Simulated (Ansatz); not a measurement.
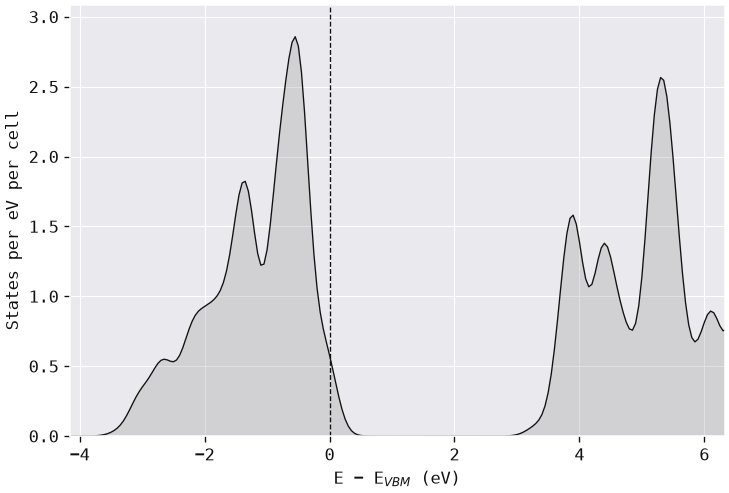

Density of states. Energies are counted from the top of the valence band. The curve is built from the levels of the k mesh with Gaussians 0.4 eV wide, which also blur the band edges.

System: NaH, space group P6_3/mmc, 4 atoms in the cell, h-MgO (five-fold) type.

```
Na H
1.0
     3.95331    0.00000    0.00000
    -1.97665    3.42366    0.00000
     0.00000    0.00000    4.82832
Na H
2 2
Direct
  0.33333 0.66667 0.25000
  0.66667 0.33333 0.75000
  0.66667 0.33333 0.25000
  0.33333 0.66667 0.75000
```

Level of theory: DFT, PBE, plane waves, PAW, no spin polarisation, 6×6×4 k mesh, 420 eV cutoff; code Ansatz.

### Is there a gap at the Fermi level, and how wide?

There is a gap; over the k points computed it is 3.33 eV (indirect; the smallest direct gap is 4.24 eV).

### Where is the tallest peak of the filled states in the window?

Within the window shown, the tallest peak of the filled states lies 0.5 eV under the valence-band top, at about 2.9 states per eV and cell.

### How wide is the upper valence band?

The upper group of valence states starts about 3.3 eV under the valence-band top, with a gap beneath it; it holds about 4 electrons a cell.
